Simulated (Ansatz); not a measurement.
Start from this file.

```xyz
6
Lattice="3.4159 0.0000 0.0000 0.0000 3.4159 0.0000 0.0000 0.0000 5.3463" Properties=species:S:1:pos:R:3 pbc="T T T"
Hf    1.7079    1.7079    2.6732
Hf    0.0000    0.0000    0.0000
O     0.0000    1.7079    3.7324
O     1.7079    0.0000    4.2870
O     1.7079    0.0000    1.6139
O     0.0000    1.7079    1.0593
```

Give a crystallographic description of this input.

Answer. The material is HfO₂. Space group: P4_2/nmc (No. 137). Lattice: primitive tetragonal. The cell comprises 2 formula units: 2 Hf, 4 O. The Hf atoms are each bonded to eight O in a distorted cubic arrangement at 2.01 to 2.35 Å. Each O has four Hf in a distorted tetrahedral arrangement at 2.01 to 2.35 Å. Not all metal-metal contacts are counted. The bonds build a three-dimensional framework.

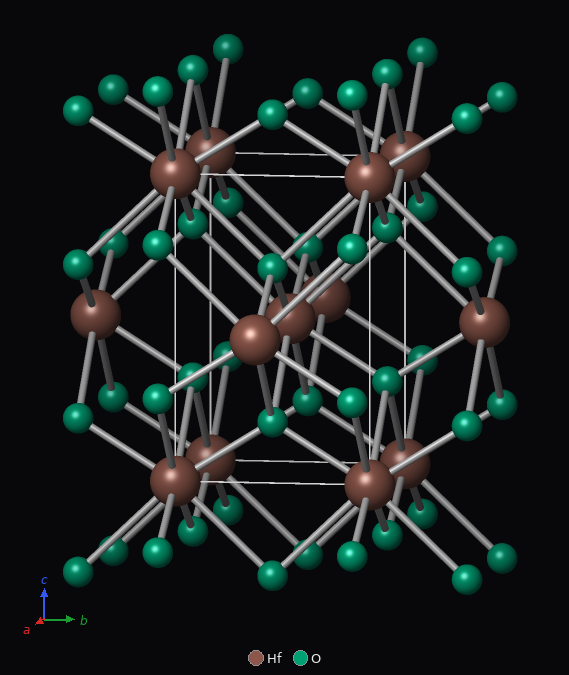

Crystal structure, ball-and-stick style, seen slightly off an axis. The wireframe shows the conventional unit cell. The bonded neighbours beyond the faces are included.

The model was built from a structure listed in the Materials Project. It was relaxed with Ansatz, DFT r2SCAN, scalar-relativistic, plane waves, PAW under a constraint or pressure on the cell, so some stress remains.

At this level of theory the cell isn't at rest (compressed, at 21 GPa), so its distances can differ from those at equilibrium, the more so the softer the solid.
